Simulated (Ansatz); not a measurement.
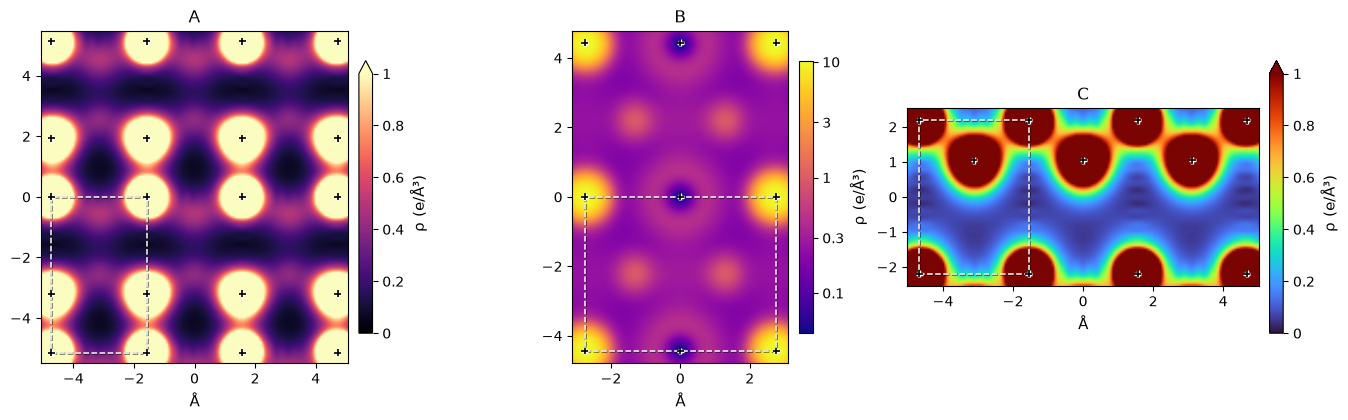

The valence pseudo-density of 3 systems, each on a plane through atoms (crosses mark nuclei in the plane).

Theory: Ansatz, DFT LDA, scalar-relativistic, plane waves, PAW.

System 1: Ti3Si, the (010) plane of the conventional cell. Space group P6₃/mmc; a structure from a database of computed crystals, not necessarily the ambient phase; computed without spin polarisation.

System 2: GaN, the (010) plane of the conventional cell. Space group P6₃mc.

System 3: AlGaN2, the (010) plane of the conventional cell. Space group P-4m2; a structure from a database of computed crystals, not necessarily the ambient phase.

```
Al Ga N
1.0
     3.11529    0.00000    0.00000
     0.00000    3.11529    0.00000
     0.00000    0.00000    4.38433
Al Ga N
1 1 2
Cartesian
  1.5576 1.5576 2.1922
  0.0000 0.0000 0.0000
  1.5576 0.0000 3.2446
  0.0000 1.5576 1.1397
```

Q: Which map belongs to which system?

A: Panel A is system 2, GaN: the plane holds Ga and N. Ga–N (1.93 Å): ρ at the midpoint is about 0.79 e/Å³. Panel B is system 1, Ti3Si: the plane holds Ti and Si. Panel C is system 3, AlGaN2: the plane holds Ga and N. Ga–N (1.93 Å): the density is about 0.77 e/Å³ at the midpoint.
